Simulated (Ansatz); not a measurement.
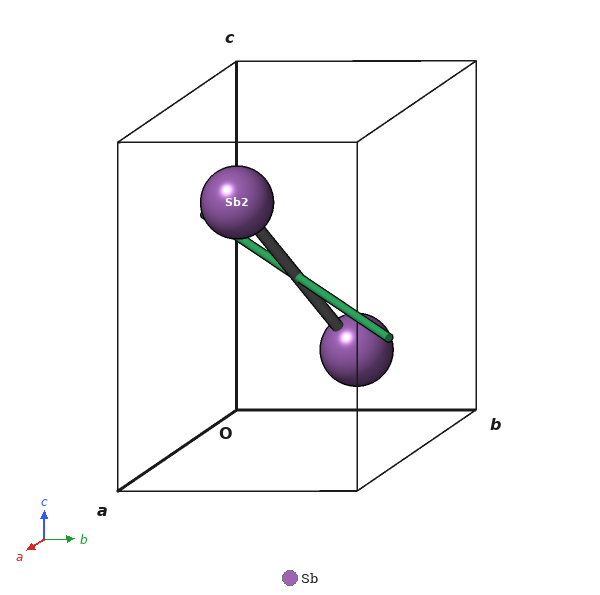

For Sb, a calculation's input that goes back to an entry of the Crystallography Open Database (an earlier step may have relaxed or displaced it): the coloured rod is the axis of a symmetry operation of the crystal. All values are computed from the atomic coordinates in the standard setting (tolerance 0.002 Å).

a = 3.369 Å, b = 3.369 Å, c = 5.330 Å, α = 90.00°, β = 90.00°, γ = 120.00°.

```json
{"atom": "Sb1", "x": "0.3333", "y": "0.6667", "z": "0.2500"}
{"atom": "Sb2", "x": "0.6667", "y": "0.3333", "z": "0.7500"}
```

Take the operation x, y, z → y, x, −z+1.

### What kind of operation is it, and where does it lie?

It is a 2-fold rotation, about the line along [1 1 0] through (1/2, 1/2, 1/2).

### Onto which atom does it carry each atom (up to whole multiples of a, b and c)?

Sb1 → Sb2, Sb2 → Sb1.

### What is the crystal's space group?

No. 194, P6₃/mmc.
